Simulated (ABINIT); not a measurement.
Phonon bands calculation, with input and output: Sr (part 1 of 3)

The run: phonon bands calculation of Sr (1 atom in the cell). Method and program: Kohn-Sham DFT of a periodic cell, PBE, PseudoDojo NC SR PBE v0.4.1 standard, no spin polarisation (ABINIT 10.8.3).

The structure derives from an entry of the Crystallography Open Database.

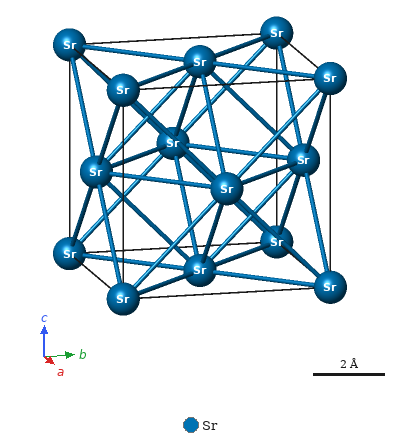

**Figure 1.** The structure (ball-and-stick view of the cell 4 times as large as that of the calculation, set on its symmetry axes, seen slightly off an axis). An atom can appear more than once, as a periodic image. Near neighbours in the periodic cell (some may lie outside the picture): Sr has 12 Sr at 4.30 Å.

The input:
```
# Datasets
ndtset 4

# Pseudopotentials
pp_dirpath "./"
pseudos "Sr.upf"

# Structure
acell 3*1.0
rprim
     0.0000000000     5.7492082753     5.7492082753
     5.7492082753     0.0000000000     5.7492082753
     5.7492082753     5.7492082753     0.0000000000
ntypat 1
znucl 38
natom 1
typat 1
xred
            0.0            0.0            0.0

# Plane-wave basis
ecut 26.0

# k points
ngkpt 6 6 6
nshiftk 1
shiftk 0.0 0.0 0.0

# Exchange and correlation
ixc 11

# Bands and occupations
nband 13
occopt 3
tsmear 0.2 eV

# SCF cycle
nstep 80

# Output
prteig 0
prtebands 0
prtwf 0
prtden 0
prtpot 0

# Dataset 1: ground state
kptopt1 1
tolvrs1 1.0e-15
prtwf1 1
tolwfr1 1.0e-14
nbdbuf1 4
nline1 6

# Dataset 2: response at q = 0 to atomic displacements
rfphon2 1
rfatpol2 1 1
rfdir2 1 1 1
getwfk2 1
kptopt2 2
nqpt2 1
qpt2 0.0 0.0 0.0
tolvrs2 1.0e-8

# Dataset 3: atomic displacements at q = 0.5 0.0 0.0
rfphon3 1
rfatpol3 1 1
rfdir3 1 1 1
getwfk3 1
kptopt3 3
nqpt3 1
qpt3 1/2 0.0 0.0
tolvrs3 1.0e-8

# Dataset 4: atomic displacements at q = 0.5 0.5 0.0
rfphon4 1
rfatpol4 1 1
rfdir4 1 1 1
getwfk4 1
kptopt4 3
nqpt4 1
qpt4 1/2 1/2 0.0
tolvrs4 1.0e-8
```

File mrgddb.in:
```
merged_DDB
Sr
4
runo_DS1_DDB
runo_DS2_DDB
runo_DS3_DDB
runo_DS4_DDB
```

File anaddb.abi:
```
ddb_filepath "merged_DDB"
output_file "anaddb.abo"
outdata_prefix "ana"
asr 1
chneut 0
dipdip 0
dieflag 0
enunit 0
ifcflag 1
brav 1
ngqpt 2 2 2
nqshft 1
q1shft 0.0 0.0 0.0
nqpath 10
ndivsm 6
qpath
     0.0000000000     0.0000000000     0.0000000000
     0.5000000000     0.0000000000     0.5000000000
     0.5000000000     0.2500000000     0.7500000000
     0.3750000000     0.3750000000     0.7500000000
     0.0000000000     0.0000000000     0.0000000000
     0.5000000000     0.5000000000     0.5000000000
     0.6250000000     0.2500000000     0.6250000000
     0.5000000000     0.2500000000     0.7500000000
     0.5000000000     0.5000000000     0.5000000000
     0.3750000000     0.3750000000     0.7500000000
prtdos 2
ng2qpt 20 20 20
dosdeltae 2.0e-5
```

Run on 4 threads of Intel Xeon @ 2.50GHz (Skylake/Cascade Lake), 96 GiB of memory available, shared host.

Launch command:
```bash
mpirun --bind-to none -np 4 abinit run.abi > log 2>&1
mrgddb < mrgddb.in > mrgddb.log 2>&1
anaddb anaddb.abi > anaddb.log 2>&1
```

The program's output:
```
.Version 10.8.3 of ABINIT
 DATASET    1 : space group Fm -3 m (#225); Bravais cF (face-center cubic)
================================================================================
 Values of the parameters that define the memory need for DATASET  1.
     intxc =       0    ionmov =       0      iscf =       7    lmnmax =       6
     lnmax =       6     mgfft =      40  mpssoang =       3    mqgrid =    3001
     natom =       1  nloc_mem =       1    nspden =       1   nspinor =       1
    nsppol =       1      nsym =      48    n1xccc =    2501    ntypat =       1
    occopt =       3   xclevel =       2
       mpw =        2424          nfft =       64000          nkpt =          16
================================================================================
================================================================================

 DATASET    2 : space group Fm -3 m (#225); Bravais cF (face-center cubic)
================================================================================
 Values of the parameters that define the memory need for DATASET  2 (RF).
     intxc =       0      iscf =       7    lmnmax =       6     lnmax =       6
     mgfft =      40  mpssoang =       3    mqgrid =    3001     natom =       1
  nloc_mem =       1    nspden =       1   nspinor =       1    nsppol =       1
      nsym =      48    n1xccc =    2501    ntypat =       1    occopt =       3
   xclevel =       2
      nfft =       64000          nkpt =         112
================================================================================
================================================================================

 DATASET    3 : space group Fm -3 m (#225); Bravais cF (face-center cubic)
================================================================================
 Values of the parameters that define the memory need for DATASET  3 (RF).
     intxc =       0      iscf =       7    lmnmax =       6     lnmax =       6
     mgfft =      40  mpssoang =       3    mqgrid =    3001     natom =       1
  nloc_mem =       1    nspden =       1   nspinor =       1    nsppol =       1
      nsym =      48    n1xccc =    2501    ntypat =       1    occopt =       3
   xclevel =       2
      nfft =       64000          nkpt =         216
================================================================================
================================================================================

 DATASET    4 : space group Fm -3 m (#225); Bravais cF (face-center cubic)
================================================================================
 Values of the parameters that define the memory need for DATASET  4 (RF).
     intxc =       0      iscf =       7    lmnmax =       6     lnmax =       6
     mgfft =      40  mpssoang =       3    mqgrid =    3001     natom =       1
  nloc_mem =       1    nspden =       1   nspinor =       1    nsppol =       1
      nsym =      48    n1xccc =    2501    ntypat =       1    occopt =       3
   xclevel =       2
      nfft =       64000          nkpt =         216
================================================================================
================================================================================

--------------------------------------------------------------------------------
------------- Echo of variables that govern the present computation ------------
--------------------------------------------------------------------------------
 -outvars: echo values of preprocessed input variables --------
            acell      1.0000000000E+00  1.0000000000E+00  1.0000000000E+00 Bohr
              amu      8.76200000E+01
             ecut      2.60000000E+01 Hartree
           getwfk1          0
           getwfk2          1
           getwfk3          1
           getwfk4          1
                       outvar_i_n : Printing only first  50 k-points.
              ixc          11
           jdtset        1    2    3    4
                       outvar_i_n : Printing only first  50 k-points.
           kptopt1          1
           kptopt2          2
           kptopt3          3
           kptopt4          3
         kptrlatt        6    0    0      0    6    0      0    0    6
          kptrlen      4.87836499E+01
            natom           1
            nband1         13
            nband2         13
            nband3         13
            nband4         13
           nbdbuf1          4
           nbdbuf2          2
           nbdbuf3          2
           nbdbuf4          2
           ndtset           4
            ngfft          40      40      40
             nkpt1         16
             nkpt2        112
             nkpt3        216
             nkpt4        216
            nline1          6
            nline2          4
            nline3          4
            nline4          4
             nqpt1          0
             nqpt2          1
             nqpt3          1
             nqpt4          1
            nstep          80
             nsym          48
           ntypat           1
                       prtocc : prtvol=0, do not print more k-points.
                       prtocc : prtvol=0, do not print more k-points.
                       prtocc : prtvol=0, do not print more k-points.
           occopt           3
        optdriver1          0
        optdriver2          1
        optdriver3          1
        optdriver4          1
           prtden           0
        prtebands           0
           prteig           0
            prtwf1          1
            prtwf2          0
            prtwf3          0
            prtwf4          0
              qpt1     0.00000000E+00  0.00000000E+00  0.00000000E+00
              qpt2     0.00000000E+00  0.00000000E+00  0.00000000E+00
              qpt3     5.00000000E-01  0.00000000E+00  0.00000000E+00
              qpt4     5.00000000E-01  5.00000000E-01  0.00000000E+00
           rfphon1          0
           rfphon2          1
           rfphon3          1
           rfphon4          1
            rprim      0.0000000000E+00  5.7492082753E+00  5.7492082753E+00
                       5.7492082753E+00  0.0000000000E+00  5.7492082753E+00
                       5.7492082753E+00  5.7492082753E+00  0.0000000000E+00
          spgroup         225
           tolvrs1     1.00000000E-15
           tolvrs2     1.00000000E-08
           tolvrs3     1.00000000E-08
           tolvrs4     1.00000000E-08
           tolwfr1     1.00000000E-14
           tolwfr2     0.00000000E+00
           tolwfr3     0.00000000E+00
           tolwfr4     0.00000000E+00
           tsmear      7.34986444E-03 Hartree
            typat      1
                       outvars : Printing only first  50 k-points.
            znucl       38.00000

================================================================================

 chkinp: Checking input parameters for consistency, jdtset=   1.

 chkinp: Checking input parameters for consistency, jdtset=   2.

 chkinp: Checking input parameters for consistency, jdtset=   3.

 chkinp: Checking input parameters for consistency, jdtset=   4.

================================================================================
== DATASET  1 ==================================================================

--- !DatasetInfo
iteration_state: {dtset: 1, }
dimensions: {natom: 1, nkpt: 16, mband: 13, nsppol: 1, nspinor: 1, nspden: 1, mpw: 2424, }
cutoff_energies: {ecut:  26.0, pawecutdg:  -1.0, }
electrons: {nelect:   1.00000000E+01, charge:   0.00000000E+00, occopt:   3.00000000E+00, tsmear:   7.34986444E-03, }
meta: {optdriver: 0, ionmov: 0, optcell: 0, iscf: 7, paral_kgb: 0, }
...

 Exchange-correlation functional for the present dataset will be:
  GGA: Perdew-Burke-Ernzerhof functional - ixc=11
  J.P.Perdew, K.Burke, M.Ernzerhof, PRL 77, 3865 (1996)

 Real(R)+Recip(G) space primitive vectors, cartesian coordinates (Bohr,Bohr^-1):
 R(1)=  0.0000000  5.7492083  5.7492083  G(1)= -0.0869685  0.0869685  0.0869685
 R(2)=  5.7492083  0.0000000  5.7492083  G(2)=  0.0869685 -0.0869685  0.0869685
 R(3)=  5.7492083  5.7492083  0.0000000  G(3)=  0.0869685  0.0869685 -0.0869685
 Unit cell volume ucvol=  3.8006171E+02 bohr^3
 Angles (23,13,12)=  6.00000000E+01  6.00000000E+01  6.00000000E+01 degrees

 getcut: wavevector=  0.0000  0.0000  0.0000  ngfft=  40  40  40
         ecut(hartree)=     26.000   => boxcut(ratio)=   2.14331

--- Pseudopotential description ------------------------------------------------
- pspini: atom type   1  psp file is ./Sr.upf
  38.00000  10.00000  171031                  znucl, zion, pspdat
12 -101130 2 -1 1834                          pspcod,pspxc,lmax,lloc,mmax
     nproj     2     2     2

   1.28420479E+02                                ecore*ucvol(ha*bohr**3)
--------------------------------------------------------------------------------

================================================================================

--- !BeginCycle
iteration_state: {dtset: 1, }
solver: {iscf: 7, nstep: 80, nline: 6, wfoptalg: 0, }
tolerances: {tolwfr: 1.00E-14, tolvrs: 1.00E-15, }
...

     iter   Etot(hartree)      deltaE(h)  residm     vres2
 ETOT  1  -34.229261458791    -3.423E+01 1.099E-02 1.066E+00
 ETOT  2  -34.235750897545    -6.489E-03 3.685E-08 1.582E-01
 ETOT  3  -34.235766624426    -1.573E-05 5.829E-07 6.867E-03
 ETOT  4  -34.235767020088    -3.957E-07 1.768E-08 3.753E-04
 ETOT  5  -34.235767041427    -2.134E-08 1.813E-09 2.620E-05
 ETOT  6  -34.235767044320    -2.893E-09 1.110E-10 2.931E-07
 ETOT  7  -34.235767044354    -3.331E-11 1.943E-12 1.461E-08
 ETOT  8  -34.235767044353     3.482E-13 1.468E-13 3.316E-11
 ETOT  9  -34.235767044353    -2.132E-13 7.308E-15 4.306E-13
 ETOT 10  -34.235767044354    -8.384E-13 7.116E-15 6.465E-15
 ETOT 11  -34.235767044355    -1.222E-12 7.096E-15 1.160E-16

 At SCF step   11  max residual=  7.10E-15 < tolwfr=  1.00E-14 AND vres2   =  1.16E-16 < tolvrs=  1.00E-15 =>converged.

 Cartesian components of stress tensor (hartree/bohr^3)
  sigma(1 1)=  2.66841316E-05  sigma(3 2)=  0.00000000E+00
  sigma(2 2)=  2.66841316E-05  sigma(3 1)=  0.00000000E+00
  sigma(3 3)=  2.66841316E-05  sigma(2 1)=  0.00000000E+00

--- !ResultsGS
iteration_state: {dtset: 1, }
comment   : Summary of ground state results
lattice_vectors:
- [  0.0000000,   5.7492083,   5.7492083, ]
- [  5.7492083,   0.0000000,   5.7492083, ]
- [  5.7492083,   5.7492083,   0.0000000, ]
lattice_lengths: [   8.13061,    8.13061,    8.13061, ]
lattice_angles: [ 60.000,  60.000,  60.000, ] # degrees, (23, 13, 12)
lattice_volume:   3.8006171E+02
convergence: {deltae: -1.222E-12, res2:  1.160E-16, residm:  7.096E-15, diffor: null, }
etotal    :  -3.42357670E+01
entropy   :   0.00000000E+00
fermie    :   1.46451933E-01
cartesian_stress_tensor: # hartree/bohr^3
- [  2.66841316E-05,   0.00000000E+00,   0.00000000E+00, ]
- [  0.00000000E+00,   2.66841316E-05,   0.00000000E+00, ]
- [  0.00000000E+00,   0.00000000E+00,   2.66841316E-05, ]
pressure_GPa:  -7.8507E-01
xred      :
- [  0.0000E+00,   0.0000E+00,   0.0000E+00, Sr]
cartesian_forces: # hartree/bohr
- [ -0.00000000E+00,  -0.00000000E+00,  -0.00000000E+00, ]
force_length_stats: {min:   0.00000000E+00, max:   0.00000000E+00, mean:   0.00000000E+00, }
...

 Integrated electronic density in atomic spheres:
 ------------------------------------------------
 Atom  Sphere_radius  Integrated_density
    1        2.00000          6.64901737
================================================================================

 ----iterations are completed or convergence reached----

 Mean square residual over all n,k,spin=   13.620E-16; max=  70.956E-16
 reduced coordinates (array xred) for    1 atoms
       0.000000000000      0.000000000000      0.000000000000
 rms dE/dt=  0.0000E+00; max dE/dt=  0.0000E+00; dE/dt below (all hartree)
    1       0.000000000000      0.000000000000      0.000000000000

 cartesian coordinates (angstrom) at end:
    1      0.00000000000000     0.00000000000000     0.00000000000000

 cartesian forces (hartree/bohr) at end:
    1     -0.00000000000000    -0.00000000000000    -0.00000000000000
 frms,max,avg= 0.0000000E+00 0.0000000E+00   0.000E+00  0.000E+00  0.000E+00 h/b

 cartesian forces (eV/Angstrom) at end:
    1     -0.00000000000000    -0.00000000000000    -0.00000000000000
 frms,max,avg= 0.0000000E+00 0.0000000E+00   0.000E+00  0.000E+00  0.000E+00 e/A
 length scales=  1.000000000000  1.000000000000  1.000000000000 bohr
              =  0.529177210544  0.529177210544  0.529177210544 angstroms
 Fermi (or HOMO) energy (hartree) =   0.14645   Average Vxc (hartree)=  -0.27212
 Eigenvalues (hartree) for nkpt=  16  k points:
 kpt#   1, nband= 13, wtk=  0.00463, kpt=  0.0000  0.0000  0.0000 (reduced coord)
  -1.19731   -0.53166   -0.53166   -0.53166    0.01613    0.23456    0.23456    0.23456
   0.28737    0.28737    0.40360    0.47743    0.47743
      occupation numbers for kpt#   1
   2.00000    2.00000    2.00000    2.00000    2.00000    0.00001    0.00001    0.00001
   0.00000    0.00000    0.00000    0.00000    0.00000
 prteigrs : prtvol=0 or 1, do not print more k-points.

--- !EnergyTerms
iteration_state     : {dtset: 1, }
comment             : Components of total free energy in Hartree
kinetic             :  9.08084873785528E+00
hartree             :  7.01919626239344E+00
xc                  : -8.30992372824680E+00
Ewald energy        : -1.99369280715203E+01
psp_core            :  3.37893754656362E-01
local_psp           : -2.74691765439055E+01
non_local_psp       :  5.04916898126822E+00
internal            : -3.42289206074993E+01
'-kT*entropy'       : -6.84643685609882E-03
total_energy        : -3.42357670443554E+01
total_energy_eV     : -9.31602680471383E+02
band_energy         : -5.38986497900487E+00
...

 Cartesian components of stress tensor (hartree/bohr^3)
  sigma(1 1)=  2.66841316E-05  sigma(3 2)=  0.00000000E+00
  sigma(2 2)=  2.66841316E-05  sigma(3 1)=  0.00000000E+00
  sigma(3 3)=  2.66841316E-05  sigma(2 1)=  0.00000000E+00

-Cartesian components of stress tensor (GPa)         [Pressure= -7.8507E-01 GPa]
- sigma(1 1)=  7.85074255E-01  sigma(3 2)=  0.00000000E+00
- sigma(2 2)=  7.85074255E-01  sigma(3 1)=  0.00000000E+00
- sigma(3 3)=  7.85074255E-01  sigma(2 1)=  0.00000000E+00

================================================================================
== DATASET  2 ==================================================================

--- !DatasetInfo
iteration_state: {dtset: 2, }
dimensions: {natom: 1, nkpt: 112, mband: 13, nsppol: 1, nspinor: 1, nspden: 1, mpw: 2450, }
cutoff_energies: {ecut:  26.0, pawecutdg:  -1.0, }
electrons: {nelect:   1.00000000E+01, charge:   0.00000000E+00, occopt:   3.00000000E+00, tsmear:   7.34986444E-03, }
meta: {optdriver: 1, rfphon: 1, }
...

 mkfilename : getwfk/=0, take file _WFK from output of DATASET   1.

 Exchange-correlation functional for the present dataset will be:
  GGA: Perdew-Burke-Ernzerhof functional - ixc=11
  J.P.Perdew, K.Burke, M.Ernzerhof, PRL 77, 3865 (1996)
```
